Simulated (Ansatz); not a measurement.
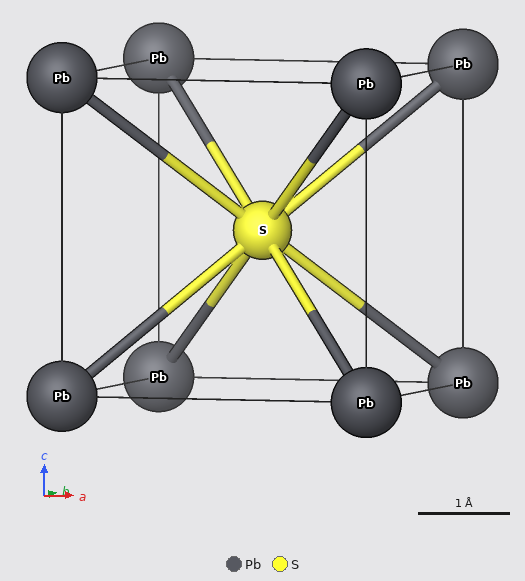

Normal modes of crystalline PbS (a generated structure) at a fixed volume, at the zone centre. Style: ball-and-stick. Shown: the cell of the calculation, from a free direction.

All numbers below come from Ansatz 0.2.0, DFT PBEsol, scalar-relativistic, plane waves, PAW.

The input:
```yaml
crystal:
  lattice:
    - [3.5191, 0.0, 0.0]
    - [0.0, 3.5191, 0.0]
    - [0.0, 0.0, 3.5191]
  atoms:
    - { symbol: Pb, position: [0.0, 0.0, 0.0] }
    - { symbol: S, position: [0.5, 0.5, 0.5] }
basis:
  ecutwfc: 420
kpoints:
  mp_grid: { grid: [12, 12, 12] }
hamiltonian:
  xc: pbesol
scf:
  occupations: { method: fermi_dirac, width: 0.15 }
output:
  eigenvalues: true
phonons:
  method: dfpt
  eigenvectors: true
```

Launched with:
```bash
ansatz run input.yaml --threads 1 --pin off --max-ram 1228MiB --backend cpu --events-out ev --progress --plain --runs-dir out
```

The frequencies depend somewhat on the k-mesh and the smearing.

Q: List the optical modes.

A: The calculation's cell holds 2 atoms, so there are 3 optical modes, in 1 level. The optical modes span T₁u. One level is unstable (imaginary frequency).

| level | symmetry | frequency (cm⁻¹) | activity |
| --- | --- | --- | --- |
| 1 | T₁u | 39i | infrared-active |

The crystal is a metal, so free carriers screen the infrared response.

The displacement patterns (one member of each degenerate set):

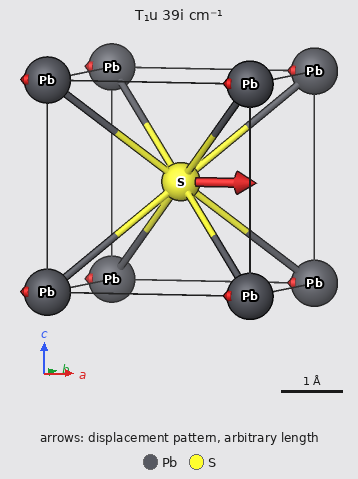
